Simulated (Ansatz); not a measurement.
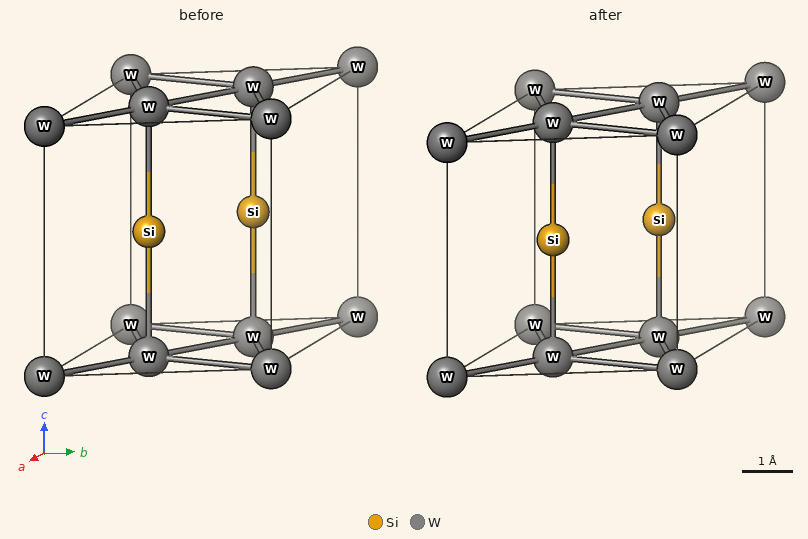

The structure of crystalline Si2W3 (a generated structure, set up in P6/mmm) (coarse preliminary run) before (left) and after (right) a relaxation, at one scale.

The picture is a ball-and-stick view of the cell of the calculation, seen slightly off an axis.

Theory: DFT PBE, scalar-relativistic, plane waves, PAW in Ansatz. Settings: plane-wave cutoff 420 eV; k-point mesh 6 × 6 × 4; occupations gaussian; smearing width 0.1 eV; no spin polarisation; cell and atoms relaxed; force threshold 0.04 eV/Å; at most 70 steps.

Question: What changed between the two?

Answer: Over 2 accepted moves (4 points after the start) the energy falls by 0.383 eV per cell of the calculation. All forces vanish by symmetry, so only the cell relaxes. The pressure goes from −3.51 to 0.11 GPa. The line search rejected the trial step at point 2 of the run. At 1 point the geometry stayed and the basis and grid were re-selected for the new cell (energy shift of 0.6 meV per cell of the calculation at most each time). No atom moves by more than 0.005 Å relative to the cell. The volume changes by −3.5 %, with a = b 4.663 → 4.729 Å (+1.4 %), c 5.253 → 4.928 Å (−6.2 %). Among the contacts that change: Si–W 2.626 → 2.464 Å, W–W 2.692 → 2.730 Å. The space group stays P6/mmm (No. 191). The run took 20 s on 1 thread of Intel(R) Xeon(R) Platinum 8259CL CPU @ 2.50GHz (Skylake/Cascade Lake), with other jobs on the host, peak memory 0.44 GiB.
